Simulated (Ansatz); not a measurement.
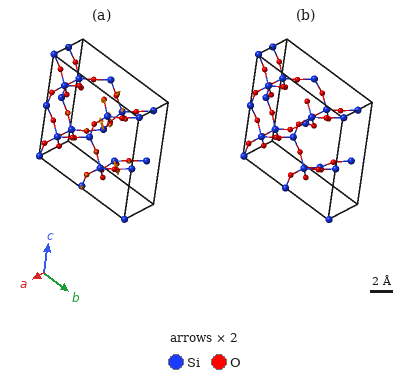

The structure of a defect cell of composition Si16O31 (cell charge +2) before (left) and after (right) a relaxation, at one scale. The orange arrows give the displacements, magnified 2 times.

Style: ball-and-stick. Shown: the cell of the calculation (origin shifted), slightly off an axis.

Case: O vacancy (site d), charge +2, atoms relaxed at the host's cell.

Computed with Ansatz, DFT PBE, scalar-relativistic, plane waves, PAW. (plane-wave cutoff 420 eV; k-point mesh 2 × 2 × 2; occupations gaussian; smearing width 0.01 eV; no spin polarisation; atoms relaxed in a fixed cell; force threshold 0.025 eV/Å; at most 45 steps)

> Summarise the run.

The largest moves, 0.60 Å, are those of Si atoms. Largest moves by element: Si 0.60 Å, O 0.54 Å. The cell doesn't change. Some distances before and after: O–Si 1.598 → 1.562 Å, O–Si 1.661 → 1.687 Å, O–Si 1.623 → 1.635 Å, O–Si 1.615 → 1.605 Å. Among the angles between lasting bonds that change: Si–O–Si 149.4° → 127.8°, Si–O–Si 157.3° → 143.9°, O–Si–O 109.2° → 101.5°. After 12 accepted moves (13 points after the start) the energy has fallen by 1.925 eV per cell of the calculation. Largest force component: 2 eV/Å at the start, 0.017 eV/Å at the end. The line search rejected the trial step at point 4 of the run.

Limits of the set-up: the cell is charged, on a uniform background, and energies carry no finite-size correction.
